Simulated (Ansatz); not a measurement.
Geometry relaxation, with input and output: HfSiO₄ (part 1 of 2)

The run: geometry relaxation of HfSiO₄ (I-4m2, 6 atoms in the cell). Method and program: DFT, r2SCAN, plane waves, PAW, no spin polarisation (Ansatz 0.2.0).

The structure was built on a prototype by a generator; it need not be a known phase. The geometry comes from this level: PBE. Figures and captions count atoms from 1; the log counts them from 0 in places.

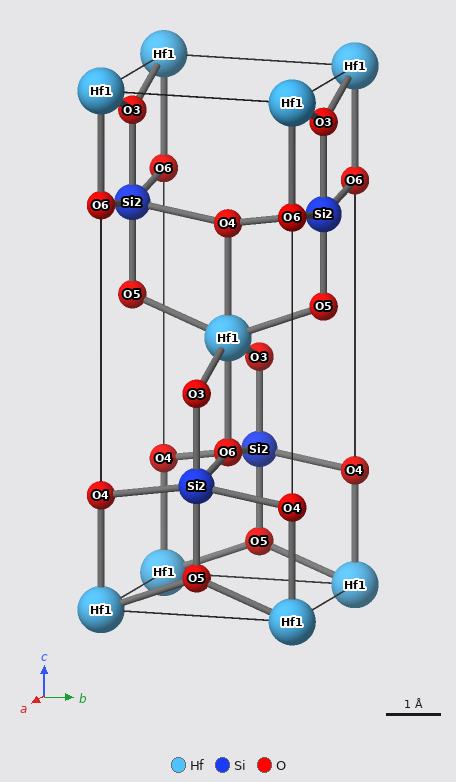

*The structure as given in the input (ball-and-stick view of the cell 2 times as large as that of the calculation, set on its symmetry axes, seen slightly off an axis; atoms are numbered from 1 in the order of the input). An atom can appear more than once, as a periodic image.*

Near neighbours in the periodic cell (some may lie outside the picture): Hf has 6 O at 2.01 to 2.17 Å; Si has 6 O at 1.75 to 1.90 Å; O has 2 Hf at 2.01 Å and 1 Si at 1.75 Å; O has 1 Hf at 2.17 Å and 2 Si at 1.90 Å.

Input file:
```yaml
crystal:
  lattice:
    - [-1.876144657, 1.876144657, 4.9306409196]
    - [1.876144657, -1.876144657, 4.9306409196]
    - [1.876144657, 1.876144657, -4.9306409196]
  atoms:
    - { symbol: Hf, position: [0.0, 0.0, 0.0] }
    - { symbol: Si, position: [0.75, 0.25, 0.5] }
    - { symbol: O, position: [0.9278095355, 0.4278095355, 0.5] }
    - { symbol: O, position: [0.2203501767, 0.2203501767, 0.0] }
    - { symbol: O, position: [0.5721904645, 0.0721904645, 0.5] }
    - { symbol: O, position: [0.7796498233, 0.7796498233, 0.0] }
kpoints:
  mp_grid: { grid: [8, 8, 8] }
hamiltonian:
  xc: r2scan
scf:
  occupations: { method: fermi_dirac, width: 0.02 }
relax:
  f_tol: 0.005
  cell: {}
output:
  write_density: true
  write_potential: true
  elf: true
  volumetric_format: npy
```

Machine: 4 threads of AMD EPYC (Zen 3), 16 GiB of memory available, shared host.

Command:
```bash
ansatz run input.yaml --threads 4 --pin off --max-ram 6451MiB --backend cpu --events-out ev --progress --plain --runs-dir out
```

What the program printed:
```
Engine: ansatz 0.2.0, x86_64-unknown-linux-gnu
Pseudopotentials: kind: paw
Pseudopotential: Hf, paw, valence charge 26, recommended cutoff 500 eV (meta_gga), Hf.paw.azcp
Pseudopotential: Si, paw, valence charge 4, recommended cutoff 500 eV (meta_gga), Si.paw.azcp
Pseudopotential: O, paw, valence charge 6, recommended cutoff 500 eV (meta_gga), O.paw.azcp
Functional definition: r2SCAN
  parameter k0 = 0.174
  parameter k1 = 0.065
  parameter a1 = 4.9479
  exchange = r2scan_x(k0 = k0, k1 = k1, a1 = a1)
  correlation = r2scan_c
Crystal: 6 atoms, lattice volume = 69.422 Å³
Basis set: ecut = 500 eV, 1749 PW (Γ), exchange–correlation on 180×180×180 points (64 copies of the dense FFT grid, shifted against one another)
Bands: 33, of which v1, the nominal top of the filled ones, is band 27 counted from 1 (26 counted from 0)
Symmetry: 8 space group operations
Space group: I-4m2 (ITA 119), of the structure as read, at distance tolerance 4.1e-5 Å
k-points: 59 of 512 (time reversal used)
Non-local potential: Hf, projectors of the file, l = 0: 3, l = 1: 2, l = 2: 2, l = 3: 3
Non-local potential: Si, projectors of the file, l = 0: 2, l = 1: 2, l = 2: 2
Non-local potential: O, projectors of the file, l = 0: 2, l = 1: 2, l = 2: 1
PAW form: soft (Blöchl's): semilocal exchange-correlation on the pseudo side does not see the compensation charge
PAW frozen core: Hf, regenerated for the run's functional (the file was generated under x = pbe(κ = 0.804, μ = 0.2195149727645171), c = pbe(β = 0.06672455060314922))
PAW frozen core: Si, regenerated for the run's functional (the file was generated under x = pbe(κ = 0.804, μ = 0.2195149727645171), c = pbe(β = 0.06672455060314922))
PAW frozen core: O, regenerated for the run's functional (the file was generated under x = pbe(κ = 0.804, μ = 0.2195149727645171), c = pbe(β = 0.06672455060314922))
PAW one-centre angular grid: Hf, 974 points (default); XC on 160 Gauss nodes
PAW one-centre angular grid: Si, 302 points (default); XC on 160 Gauss nodes
PAW one-centre angular grid: O, 302 points (default); XC on 160 Gauss nodes
Initial density: superposition of atomic densities (neutral atoms: chi_scale 0, normalization atom), corrected by the library's trained network
Initial wavefunctions: pseudopotential atomic-orbital guess
Functional: x = r2scan, c = r2scan; τ floored in thin density (d = 2e-4 eV/Å³)
SCF iter   1: F=—  HF=-18654.574611 eV  |F-HF|=—  |Δ(HF+E_count)|=         —  Δρ=9.72e-3  dr2=5.87e-2  dr2_τ=3.98e-1  ethr=1.77e-3  ⟨swp⟩=6.7  Hψ=8550  notcnv=0
preconditioner: auto → Resta (q_TF=auto, 2.616 Å⁻¹)  ε∞=4.1  [insulator: Δε(μ)=4.578 eV  Ē_g=18.236 eV  σ=0.020 eV  W_gap=1.00  n_scr=24 (ndim 8)  ℏωp=32.1 eV  f_vac=0.124  D(μ)=0.00/eV (n_scr^D=0)  ε∞_Penn≈4.1]
SCF iter   2: F=—  HF=-18654.748668 eV  |F-HF|=—  |Δ(HF+E_count)|=   1.74e-1  Δρ=5.81e-3  dr2=1.73e-2  dr2_τ=1.91e-3  ethr=1.09e-4  ⟨swp⟩=2.9  Hψ=4384  notcnv=0  defer=83
SCF iter   3: F=—  HF=-18654.747597 eV  |F-HF|=—  |Δ(HF+E_count)|=   1.07e-3  Δρ=3.38e-3  dr2=3.99e-3  dr2_τ=6.06e-4  ethr=3.21e-5  ⟨swp⟩=2.0  Hψ=3256  notcnv=0  defer=83
SCF iter   4: F=—  HF=-18654.747426 eV  |F-HF|=—  |Δ(HF+E_count)|=   1.71e-4  Δρ=6.84e-4  dr2=3.92e-4  dr2_τ=7.74e-5  ethr=7.39e-6  ⟨swp⟩=2.0  Hψ=3256  notcnv=0  defer=83
SCF iter   5: F=—  HF=-18654.747375 eV  |F-HF|=—  |Δ(HF+E_count)|=   5.15e-5  Δρ=2.20e-4  dr2=2.61e-5  dr2_τ=2.79e-6  ethr=7.26e-7  ⟨swp⟩=2.0  Hψ=3135  notcnv=0  defer=83
SCF iter   6: F=—  HF=-18654.747467 eV  |F-HF|=—  |Δ(HF+E_count)|=   9.22e-5  Δρ=1.09e-4  dr2=7.96e-6  dr2_τ=1.11e-6  ethr=4.83e-8  ⟨swp⟩=2.0  Hψ=3225  notcnv=0  defer=83
SCF iter   7: F=—  HF=-18654.747466 eV  |F-HF|=—  |Δ(HF+E_count)|=   6.25e-7  Δρ=2.60e-5  dr2=4.36e-7  dr2_τ=4.35e-8  ethr=1.47e-8  ⟨swp⟩=2.0  Hψ=3037  notcnv=0  defer=83
SCF iter   8: F=—  HF=-18654.747466 eV  |F-HF|=—  |Δ(HF+E_count)|=   1.02e-7  Δρ=1.25e-5  dr2=1.07e-7  dr2_τ=7.10e-9  ethr=1.85e-10  ⟨swp⟩=9.0  Hψ=14771  notcnv=0
SCF iter   9: F=-18654.747466 eV  HF=-18654.747466 eV  |F-HF|=8.95e-10  |Δ(HF+E_count)|=   1.22e-8  Δρ=1.75e-6  dr2=2.23e-9  dr2_τ=2.84e-10  ethr=1.85e-10  ⟨swp⟩=8.3  Hψ=12161  notcnv=0
SCF 1 converged in 9 iterations: F = -18654.747466 eV  dr2 = 2.23e-9
  greatest PAW one-centre occupation: 0.999 electrons in one spin orbital (limit 2), on the Hf atom at site 0 (counted from 0), in its partial waves of l = 3
relax step   1: F+E_penalty+E_count = -18654.74746616 eV  Δ(F+E_penalty+E_count) = +0.000e0 eV  max|allowed force component| = 1.339e-1 eV/Å  Δτ_max = 0.0000 Å  P = -6.005 GPa  Ω = 69.422 Å³  (9 SCF iters, dr2 threshold 1.00e-7 eV, accepted)
Crystal: 6 atoms, lattice volume = 67.992 Å³
Basis set: ecut = 500 eV, 1701 PW (Γ), exchange–correlation on 180×180×180 points (64 copies of the dense FFT grid, shifted against one another)
Initial density: handed on by an earlier stage of this run
Initial wavefunctions: those handed on with the density
iter 1 solved again at ethr=1.99e-5 eV; its pass at ethr=3.10e-3 eV (dr2=1.08e-2 eV) is discarded
SCF iter   1: F=—  HF=-18654.770008 eV  |F-HF|=—  |Δ(HF+E_count)|=         —  Δρ=3.29e-3  dr2=1.12e-2  dr2_τ=2.97e-2  ethr=1.99e-5  ⟨swp⟩=1.6  Hψ=9640  notcnv=0
preconditioner: auto → Resta (q_TF=auto, 2.626 Å⁻¹)  ε∞=4.2  [insulator: Δε(μ)=4.489 eV  Ē_g=18.268 eV  σ=0.020 eV  W_gap=1.00  n_scr=24 (ndim 8)  ℏωp=32.5 eV  f_vac=0.119  D(μ)=0.00/eV (n_scr^D=0)  ε∞_Penn≈4.2]
SCF iter   2: F=—  HF=-18654.780104 eV  |F-HF|=—  |Δ(HF+E_count)|=   1.01e-2  Δρ=1.60e-3  dr2=2.79e-3  dr2_τ=8.66e-5  ethr=1.99e-5  ⟨swp⟩=2.4  Hψ=3706  notcnv=0
SCF iter   3: F=—  HF=-18654.779527 eV  |F-HF|=—  |Δ(HF+E_count)|=   5.77e-4  Δρ=6.65e-4  dr2=4.20e-4  dr2_τ=3.29e-5  ethr=5.16e-6  ⟨swp⟩=2.0  Hψ=3423  notcnv=0
SCF iter   4: F=—  HF=-18654.779360 eV  |F-HF|=—  |Δ(HF+E_count)|=   1.67e-4  Δρ=2.78e-4  dr2=6.82e-5  dr2_τ=6.40e-6  ethr=7.77e-7  ⟨swp⟩=2.0  Hψ=3456  notcnv=0
SCF iter   5: F=—  HF=-18654.779372 eV  |F-HF|=—  |Δ(HF+E_count)|=   1.18e-5  Δρ=1.07e-4  dr2=9.94e-6  dr2_τ=9.51e-7  ethr=1.26e-7  ⟨swp⟩=2.1  Hψ=3374  notcnv=0
SCF iter   6: F=—  HF=-18654.779373 eV  |F-HF|=—  |Δ(HF+E_count)|=   1.39e-6  Δρ=1.02e-4  dr2=4.87e-6  dr2_τ=9.17e-7  ethr=1.84e-8  ⟨swp⟩=2.0  Hψ=3540  notcnv=0
SCF iter   7: F=-18654.779372 eV  HF=-18654.779372 eV  |F-HF|=8.79e-8  |Δ(HF+E_count)|=   1.31e-6  Δρ=1.47e-5  dr2=1.14e-7  dr2_τ=1.84e-8  ethr=1.11e-9  ⟨swp⟩=7.9  Hψ=14133  notcnv=0
SCF 2 converged in 7 iterations: F = -18654.779372 eV  dr2 = 1.14e-7
  greatest PAW one-centre occupation: 0.998 electrons in one spin orbital (limit 2), on the Hf atom at site 0 (counted from 0), in its partial waves of l = 3
relax step   2: F+E_penalty+E_count = -18654.77937187 eV  Δ(F+E_penalty+E_count) = -3.191e-2 eV  max|allowed force component| = 2.571e-1 eV/Å  Δτ_max = 0.0095 Å  P = -1.490 GPa  Ω = 67.992 Å³  energy of the carried Pulay correction = +6.848e-4 eV  (7 SCF iters, dr2 threshold 6.00e-7 eV, accepted)
Crystal: 6 atoms, lattice volume = 67.484 Å³
iter 1 solved again at ethr=3.23e-6 eV; its pass at ethr=3.10e-3 eV (dr2=1.74e-3 eV) is discarded
SCF iter   1: F=—  HF=-18654.784237 eV  |F-HF|=—  |Δ(HF+E_count)|=         —  Δρ=1.67e-3  dr2=1.48e-3  dr2_τ=1.35e-2  ethr=3.23e-6  ⟨swp⟩=2.0  Hψ=9678  notcnv=0
preconditioner: auto → Resta (q_TF=auto, 2.629 Å⁻¹)  ε∞=4.2  [insulator: Δε(μ)=4.466 eV  Ē_g=18.289 eV  σ=0.020 eV  W_gap=1.00  n_scr=24 (ndim 8)  ℏωp=32.6 eV  f_vac=0.121  D(μ)=0.00/eV (n_scr^D=0)  ε∞_Penn≈4.2]
SCF iter   2: F=—  HF=-18654.785923 eV  |F-HF|=—  |Δ(HF+E_count)|=   1.69e-3  Δρ=7.56e-4  dr2=3.57e-4  dr2_τ=2.76e-5  ethr=2.75e-6  ⟨swp⟩=2.0  Hψ=3658  notcnv=0
SCF iter   3: F=—  HF=-18654.785967 eV  |F-HF|=—  |Δ(HF+E_count)|=   4.46e-5  Δρ=2.29e-4  dr2=4.36e-5  dr2_τ=3.69e-6  ethr=6.62e-7  ⟨swp⟩=2.0  Hψ=2432  notcnv=0
SCF iter   4: F=—  HF=-18654.785966 eV  |F-HF|=—  |Δ(HF+E_count)|=   1.55e-6  Δρ=8.03e-5  dr2=4.15e-6  dr2_τ=6.25e-7  ethr=8.08e-8  ⟨swp⟩=2.0  Hψ=3526  notcnv=0
SCF iter   5: F=—  HF=-18654.785967 eV  |F-HF|=—  |Δ(HF+E_count)|=   6.89e-7  Δρ=4.52e-5  dr2=1.24e-6  dr2_τ=1.65e-7  ethr=1.11e-9  ⟨swp⟩=9.9  Hψ=15877  notcnv=0
SCF iter   6: F=-18654.785966 eV  HF=-18654.785966 eV  |F-HF|=1.11e-7  |Δ(HF+E_count)|=   8.50e-8  Δρ=8.56e-6  dr2=3.11e-8  dr2_τ=4.01e-9  ethr=1.11e-9  ⟨swp⟩=9.4  Hψ=15512  notcnv=0
SCF 3 converged in 6 iterations: F = -18654.785966 eV  dr2 = 3.11e-8
relax step   3: F+E_penalty+E_count = -18654.78596634 eV  Δ(F+E_penalty+E_count) = -6.594e-3 eV  max|allowed force component| = 5.475e-2 eV/Å  Δτ_max = 0.0085 Å  P = +0.002 GPa  Ω = 67.484 Å³  energy of the carried Pulay correction = +9.314e-4 eV  (6 SCF iters, dr2 threshold 6.00e-7 eV, accepted)
Crystal: 6 atoms, lattice volume = 67.449 Å³
iter 1 solved again at ethr=1.13e-7 eV; its pass at ethr=3.10e-3 eV (dr2=6.12e-5 eV) is discarded
SCF iter   1: F=—  HF=-18654.786180 eV  |F-HF|=—  |Δ(HF+E_count)|=         —  Δρ=3.22e-4  dr2=6.35e-5  dr2_τ=7.90e-4  ethr=1.13e-7  ⟨swp⟩=2.5  Hψ=9310  notcnv=0
preconditioner: auto → Resta (q_TF=auto, 2.629 Å⁻¹)  ε∞=4.2  [insulator: Δε(μ)=4.433 eV  Ē_g=18.279 eV  σ=0.020 eV  W_gap=1.00  n_scr=24 (ndim 8)  ℏωp=32.6 eV  f_vac=0.122  D(μ)=0.00/eV (n_scr^D=0)  ε∞_Penn≈4.2]
SCF iter   2: F=—  HF=-18654.786220 eV  |F-HF|=—  |Δ(HF+E_count)|=   3.94e-5  Δρ=1.55e-4  dr2=1.32e-5  dr2_τ=1.34e-6  ethr=1.13e-7  ⟨swp⟩=2.0  Hψ=3304  notcnv=0
SCF iter   3: F=—  HF=-18654.786218 eV  |F-HF|=—  |Δ(HF+E_count)|=   1.50e-6  Δρ=5.76e-5  dr2=2.16e-6  dr2_τ=3.32e-7  ethr=2.44e-8  ⟨swp⟩=2.0  Hψ=3091  notcnv=0
SCF iter   4: F=-18654.786218 eV  HF=-18654.786218 eV  |F-HF|=7.97e-9  |Δ(HF+E_count)|=   3.20e-7  Δρ=1.79e-5  dr2=1.85e-7  dr2_τ=2.14e-8  ethr=3.47e-10  ⟨swp⟩=7.0  Hψ=14434  notcnv=0
SCF 4 converged in 4 iterations: F = -18654.786218 eV  dr2 = 1.85e-7
relax step   4: F+E_penalty+E_count = -18654.78621770 eV  Δ(F+E_penalty+E_count) = -2.514e-4 eV  max|allowed force component| = 9.821e-3 eV/Å  Δτ_max = 0.0023 Å  P = +0.024 GPa  Ω = 67.449 Å³  energy of the carried Pulay correction = +9.484e-4 eV  (4 SCF iters, dr2 threshold 1.87e-7 eV, accepted)
Crystal: 6 atoms, lattice volume = 67.447 Å³
iter 1 solved again at ethr=3.20e-9 eV; its pass at ethr=3.10e-3 eV (dr2=1.73e-6 eV) is discarded
SCF iter   1: F=—  HF=-18654.786228 eV  |F-HF|=—  |Δ(HF+E_count)|=         —  Δρ=6.71e-5  dr2=2.05e-6  dr2_τ=1.79e-5  ethr=3.20e-9  ⟨swp⟩=2.5  Hψ=9108  notcnv=0
preconditioner: auto → Resta (q_TF=auto, 2.629 Å⁻¹)  ε∞=4.2  [insulator: Δε(μ)=4.424 eV  Ē_g=18.278 eV  σ=0.020 eV  W_gap=1.00  n_scr=24 (ndim 8)  ℏωp=32.6 eV  f_vac=0.122  D(μ)=0.00/eV (n_scr^D=0)  ε∞_Penn≈4.2]
SCF iter   2: F=—  HF=-18654.786229 eV  |F-HF|=—  |Δ(HF+E_count)|=   6.79e-7  Δρ=3.71e-5  dr2=6.56e-7  dr2_τ=4.11e-8  ethr=3.20e-9  ⟨swp⟩=2.0  Hψ=3361  notcnv=0
SCF iter   3: F=—  HF=-18654.786229 eV  |F-HF|=—  |Δ(HF+E_count)|=   3.59e-8  Δρ=1.53e-5  dr2=1.17e-7  dr2_τ=2.38e-8  ethr=1.21e-9  ⟨swp⟩=2.0  Hψ=3218  notcnv=0
SCF iter   4: F=-18654.786229 eV  HF=-18654.786229 eV  |F-HF|=9.17e-10  |Δ(HF+E_count)|=   2.84e-8  Δρ=4.71e-6  dr2=1.00e-8  dr2_τ=1.02e-9  ethr=5.83e-11  ⟨swp⟩=8.0  Hψ=13298  notcnv=0
SCF 5 converged in 4 iterations: F = -18654.786229 eV  dr2 = 1.00e-8
  Residual-converged pass: ⟨swp⟩=1.0  Hψ=2184  notcnv=0  max |occ|·‖R‖ = 6.9e-9 eV (tolerance 1.0e-8 eV)  dr2=1.00e-8  dr2_τ=1.02e-9  dr2_onsite=1.25e-9  max |Δocc| = 0.0e0
relax step   5: F+E_penalty+E_count = -18654.78622874 eV  Δ(F+E_penalty+E_count) = -1.105e-5 eV  max|allowed force component| = 3.222e-3 eV/Å  Δτ_max = 0.0004 Å  P = +0.004 GPa  Ω = 67.447 Å³  energy of the carried Pulay correction = +9.494e-4 eV  (4 SCF iters, dr2 threshold 3.15e-8 eV, accepted)
Initial wavefunctions: pseudopotential atomic-orbital guess (no wavefunctions were taken with the density)
iter 1 solved again at ethr=6.90e-8 eV; its pass at ethr=3.10e-3 eV (dr2=3.73e-5 eV) is discarded
SCF iter   1: F=—  HF=-18654.785137 eV  |F-HF|=—  |Δ(HF+E_count)|=         —  Δρ=9.21e-5  dr2=5.49e-7  dr2_τ=2.27e-6  ethr=6.90e-8  ⟨swp⟩=3.2  Hψ=13818  notcnv=0
preconditioner: auto → Resta (q_TF=auto, 2.629 Å⁻¹)  ε∞=4.2  [insulator: Δε(μ)=4.424 eV  Ē_g=18.278 eV  σ=0.020 eV  W_gap=1.00  n_scr=24 (ndim 8)  ℏωp=32.6 eV  f_vac=0.123  D(μ)=0.00/eV (n_scr^D=0)  ε∞_Penn≈4.2]
SCF iter   2: F=—  HF=-18654.785158 eV  |F-HF|=—  |Δ(HF+E_count)|=   2.11e-5  Δρ=4.82e-5  dr2=1.58e-7  dr2_τ=1.80e-7  ethr=1.02e-9  ⟨swp⟩=2.1  Hψ=3217  notcnv=0
SCF iter   3: F=—  HF=-18654.785158 eV  |F-HF|=—  |Δ(HF+E_count)|=   3.09e-7  Δρ=7.28e-6  dr2=9.19e-9  dr2_τ=5.32e-9  ethr=2.93e-10  ⟨swp⟩=2.0  Hψ=3225  notcnv=0
SCF iter   4: F=—  HF=-18654.785158 eV  |F-HF|=—  |Δ(HF+E_count)|=   1.17e-9  Δρ=1.20e-6  dr2=8.60e-10  dr2_τ=1.26e-10  ethr=1.70e-11  ⟨swp⟩=2.0  Hψ=3540  notcnv=0
SCF iter   5: F=—  HF=-18654.785158 eV  |F-HF|=—  |Δ(HF+E_count)|=  2.91e-11  Δρ=5.50e-7  dr2=1.96e-10  dr2_τ=1.44e-11  ethr=1.59e-12  ⟨swp⟩=2.1  Hψ=2981  notcnv=0
SCF iter   6: F=-18654.785158 eV  HF=-18654.785158 eV  |F-HF|=2.55e-11  |Δ(HF+E_count)|=  9.82e-11  Δρ=2.51e-7  dr2=3.24e-11  dr2_τ=6.25e-12  ethr=1.00e-12  ⟨swp⟩=6.3  Hψ=9401  notcnv=0
SCF 6 converged in 6 iterations: F = -18654.785158 eV  dr2 = 3.24e-11
relax step   6: F+E_penalty+E_count = -18654.78515820 eV  Δ(F+E_penalty+E_count) = +1.071e-3 eV  max|allowed force component| = 3.553e-3 eV/Å  Δτ_max = 0.0000 Å  P = +0.024 GPa  Ω = 67.447 Å³  stress off target by 5.54e-2 GPa  SCF on the basis re-selected at this cell (its energy is not comparable with the rows above)  (6 SCF iters)
basis re-selected at this cell: Δ(F+E_penalty+E_count) = +1.071e-3 eV, ΔP = +0.019 GPa vs the last step (what re-selecting the basis moved, of the pressure what is left beyond the Pulay correction that the steps carried, after the strain that the cell walked since its last selection, with what the two solves' SCF thresholds leave and, on support functions, any second-order correction that the steps lacked; it is no measure of the basis error at this ecutwfc). This SCF's stress stands 5.54e-2 GPa from its target on what of the cell is left free (relax.cell.stress_tol is 5.00e-2 GPa) and its largest allowed force component is 3.55e-3 eV/Å (relax.f_tol is 5.00e-3 eV/Å): not within both, so this SCF does not close the relaxation
iter 1 solved again at ethr=4.02e-10 eV; its pass at ethr=3.10e-3 eV (dr2=2.17e-7 eV) is discarded
SCF iter   1: F=—  HF=-18654.785157 eV  |F-HF|=—  |Δ(HF+E_count)|=         —  Δρ=2.54e-5  dr2=2.64e-7  dr2_τ=2.35e-6  ethr=4.02e-10  ⟨swp⟩=3.0  Hψ=9835  notcnv=0
SCF iter   2: F=—  HF=-18654.785158 eV  |F-HF|=—  |Δ(HF+E_count)|=   4.94e-7  Δρ=1.34e-5  dr2=6.60e-8  dr2_τ=5.21e-9  ethr=4.02e-10  ⟨swp⟩=2.0  Hψ=3532  notcnv=0
SCF iter   3: F=-18654.785158 eV  HF=-18654.785158 eV  |F-HF|=5.06e-10  |Δ(HF+E_count)|=   4.36e-9  Δρ=4.06e-6  dr2=7.07e-9  dr2_τ=1.58e-9  ethr=1.42e-11  ⟨swp⟩=6.4  Hψ=12372  notcnv=0
SCF 7 converged in 3 iterations: F = -18654.785158 eV  dr2 = 7.07e-9
relax step   7: F+E_penalty+E_count = -18654.78515781 eV  Δ(F+E_penalty+E_count) = +3.839e-7 eV  max|allowed force component| = 1.512e-3 eV/Å  Δτ_max = 0.0001 Å  P = +0.014 GPa  Ω = 67.449 Å³  energy of the carried Pulay correction = -1.603e-6 eV  (3 SCF iters, dr2 threshold 7.68e-9 eV, accepted)
iter 1 solved again at ethr=6.67e-8 eV; its pass at ethr=3.10e-3 eV (dr2=3.60e-5 eV) is discarded
SCF iter   1: F=—  HF=-18654.785140 eV  |F-HF|=—  |Δ(HF+E_count)|=         —  Δρ=4.17e-6  dr2=7.25e-9  dr2_τ=1.63e-9  ethr=6.67e-8  ⟨swp⟩=3.3  Hψ=13828  notcnv=0
eigensolver tolerance schedule: the retry pair's looser diagonalisation over-reported the residual by 4967.52 of it (diagonalisation noise at 0.12 of the residual, at the tolerance the schedule requests for it); recorded, not acted on — ethr = c·dr2/N_el stays at c = 1.0e-1
SCF iter   2: F=—  HF=-18654.785158 eV  |F-HF|=—  |Δ(HF+E_count)|=   1.78e-5  Δρ=2.02e-6  dr2=1.64e-9  dr2_τ=2.91e-10  ethr=1.34e-11  ⟨swp⟩=3.0  Hψ=4598  notcnv=0
SCF iter   3: F=—  HF=-18654.785158 eV  |F-HF|=—  |Δ(HF+E_count)|=  6.55e-10  Δρ=1.08e-6  dr2=5.39e-10  dr2_τ=4.12e-11  ethr=3.04e-12  ⟨swp⟩=2.2  Hψ=3357  notcnv=0
SCF iter   4: F=—  HF=-18654.785158 eV  |F-HF|=—  |Δ(HF+E_count)|=  4.00e-10  Δρ=3.68e-7  dr2=5.86e-11  dr2_τ=1.35e-11  ethr=1.00e-12  ⟨swp⟩=5.1  Hψ=10405  notcnv=0
SCF iter   5: F=-18654.785158 eV  HF=-18654.785158 eV  |F-HF|=7.28e-12  |Δ(HF+E_count)|=  1.46e-11  Δρ=9.53e-8  dr2=3.23e-12  dr2_τ=4.57e-13  ethr=1.00e-12  ⟨swp⟩=6.0  Hψ=9399  notcnv=0
SCF 8 converged in 5 iterations: F = -18654.785158 eV  dr2 = 3.23e-12
relax step   8: F+E_penalty+E_count = -18654.78515795 eV  Δ(F+E_penalty+E_count) = -1.313e-7 eV  max|allowed force component| = 1.463e-3 eV/Å  Δτ_max = 0.0000 Å  P = +0.014 GPa  Ω = 67.449 Å³  stress off target by 2.05e-2 GPa  SCF on the basis re-selected at this cell (its energy is not comparable with the rows above)  (5 SCF iters)
```

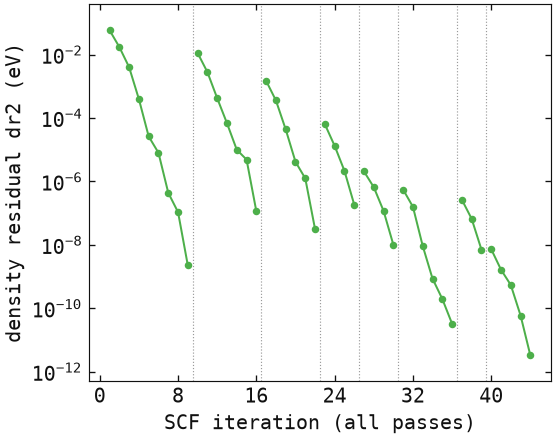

*Convergence of the self-consistent field: density residual dr2 against the SCF iteration. The dotted lines part the SCF passes of the relaxation: geometry steps, rejected trials and re-solves on a re-selected basis.*

The 8 passes take 3 to 9 iterations each, 44 in all.

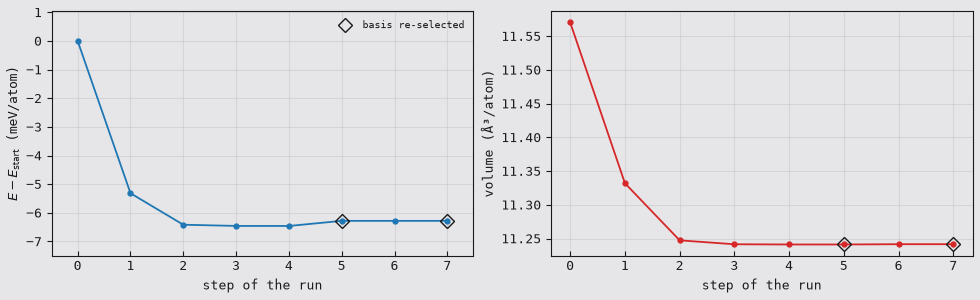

*Progress of the relaxation, step by step (the first geometry is step 0 here and step 1 in the log).*
